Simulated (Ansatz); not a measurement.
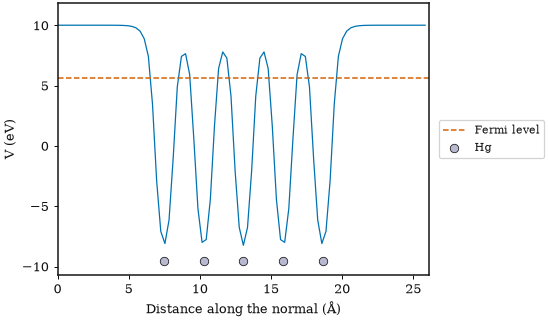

Plane-averaged electrostatic potential energy of an electron across the slab; circles at the bottom mark the heights of the atoms.

Calculation on a (101) slab cut from Hg (R-3m), unrelaxed, 5 atoms in the cell.

Method: DFT PBEsol, scalar-relativistic, plane waves, PAW, no spin polarisation, 12×12×1 k mesh, Gaussian smearing of 0.1 eV (Ansatz 0.2.0).

Read off the work function of each face.

Answer. The work function is 4.36 eV, the same on both faces. The two vacuum levels agree, so the slab has no net dipole along its normal.

How thick are slab and vacuum?

Answer. The outermost atoms are 11.1 Å apart, which leaves 15.0 Å of vacuum in a cell 26.1 Å high.

Spin-orbit coupling is left out, which matters for Hg.
